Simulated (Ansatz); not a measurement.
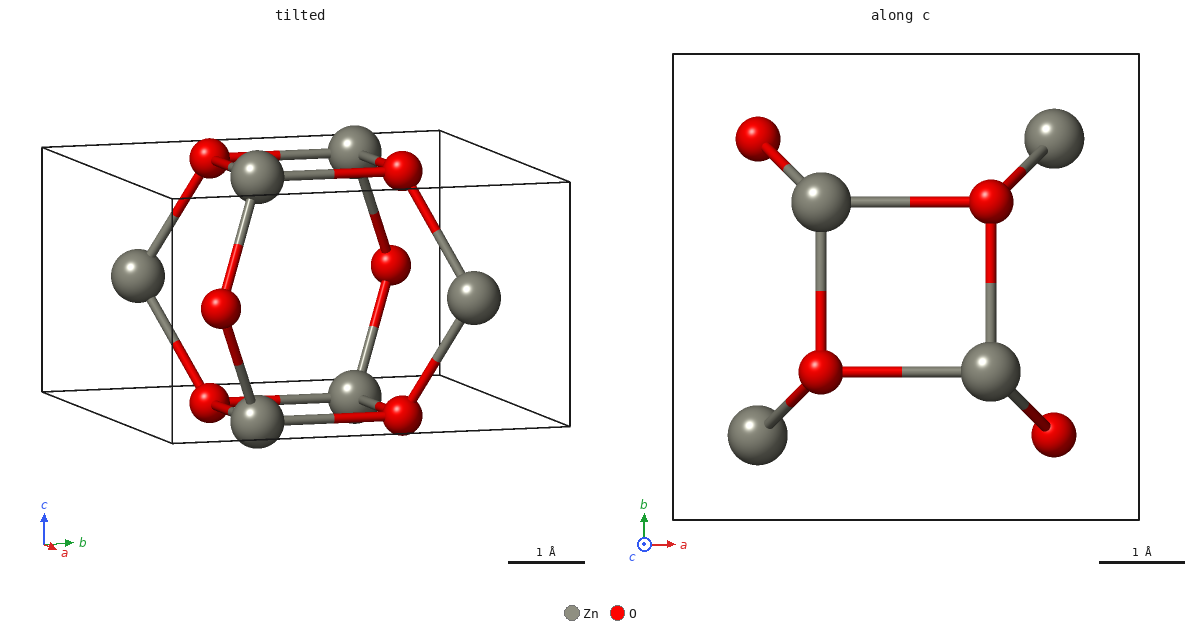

This ball-and-stick model is shown slightly off an axis and along the c axis. One conventional unit cell is framed, with atoms on its boundary repeated.

ZnO, space group P4_2/mnm (No. 136), a = 5.513 Å, b = 5.513 Å, c = 3.249 Å, α = 90.00°, β = 90.00°, γ = 90.00°. The structure comes from a structure listed in the Materials Project. Earlier steps of the study, as a rule a relaxation of our own, may have changed the cell and positions, so they can lie some per cent off the listed ones. An electronic-structure calculation with Ansatz was run on it.

This one geometry was computed with Ansatz (DFT, plane waves, PAW) at four levels of theory: HSE06, PBE0, r2SCAN and PBE. It was relaxed beforehand with r2SCAN.

Which level gives the highest pressure at this volume, and what does that say about its equilibrium volume?

Answer. Highest: PBE (5.7 GPa), which points to the largest equilibrium volume. Lowest, with the smallest volume: r2SCAN (0.0 GPa). Levels within 0.5 GPa of each other can't be told apart.

How does the band gap change with the level of theory?

Answer. PBE: a gap of 0.81 eV, direct; r2SCAN: a gap of 1.21 eV, direct; HSE06: a gap of 2.54 eV, direct; PBE0: a gap of 3.23 eV, direct.

Collect the results in a table.

Answer.
| level | cutoff (eV) | k-mesh of the run's cell | gap (eV) | pressure (GPa) |
| --- | --- | --- | --- | --- |
| HSE06 | 420 | 4×4×4 | 2.54 | 1.6 |
| PBE0 | 420 | 4×4×4 | 3.23 | 1.4 |
| r2SCAN | 500 | 6×6×8 | 1.21 | 0.0 |
| PBE | 420 | 6×6×8 | 0.81 | 5.7 |

Gaps are taken on the k-mesh or band path of each run.
